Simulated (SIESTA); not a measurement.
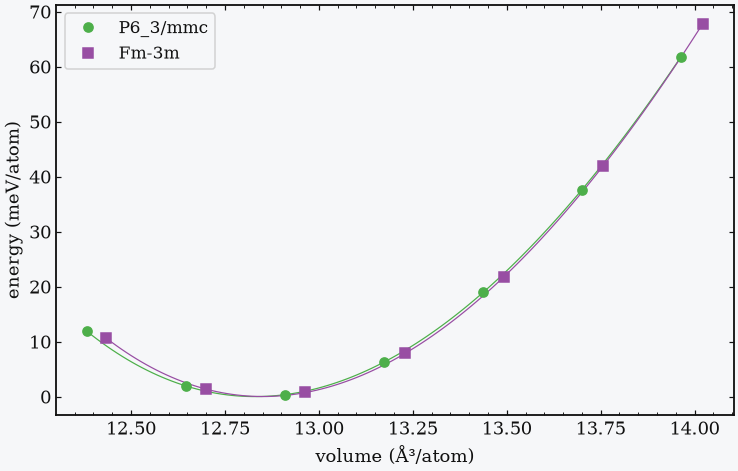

Plotted: energy against volume, with one curve for each structure, for ZrC. Each energy curve has its own zero, so the curves don't rank the structures.

How it was computed, with SIESTA 5.4.2: DFT in numerical atomic orbitals with pseudopotentials, no spin polarisation; energies at scaled volumes of the given cell, shape and fractions fixed, counted from the fit's minimum, third-order Birch-Murnaghan fit. Level: PBEsol.

occupations Fermi–Dirac; smearing width 0.05 eV; potentials PseudoDojo 0.4 standard, converted to PSML, two zetas on semicore shells.

Settings that differ: P6_3/mmc: k mesh 9×9×5; Fm-3m: k mesh 10×10×10.

The numbers behind the figure:

P6_3/mmc:
```json
{"volume (Å³/atom)": "12.38", "energy (meV/atom)": "11.84"}
{"volume (Å³/atom)": "12.65", "energy (meV/atom)": "1.93"}
{"volume (Å³/atom)": "12.91", "energy (meV/atom)": "0.34"}
{"volume (Å³/atom)": "13.17", "energy (meV/atom)": "6.28"}
{"volume (Å³/atom)": "13.44", "energy (meV/atom)": "18.93"}
{"volume (Å³/atom)": "13.70", "energy (meV/atom)": "37.63"}
{"volume (Å³/atom)": "13.96", "energy (meV/atom)": "61.79"}
```

Fm-3m:
```json
{"volume (Å³/atom)": "12.43", "energy (meV/atom)": "10.62"}
{"volume (Å³/atom)": "12.70", "energy (meV/atom)": "1.30"}
{"volume (Å³/atom)": "12.96", "energy (meV/atom)": "0.75"}
{"volume (Å³/atom)": "13.23", "energy (meV/atom)": "7.83"}
{"volume (Å³/atom)": "13.49", "energy (meV/atom)": "21.75"}
{"volume (Å³/atom)": "13.76", "energy (meV/atom)": "41.97"}
{"volume (Å³/atom)": "14.02", "energy (meV/atom)": "67.80"}
```

Caveats: mulliken charges of long orbitals; shape and atomic fractions are frozen while scaling, which makes layered, chain and framework solids too stiff.
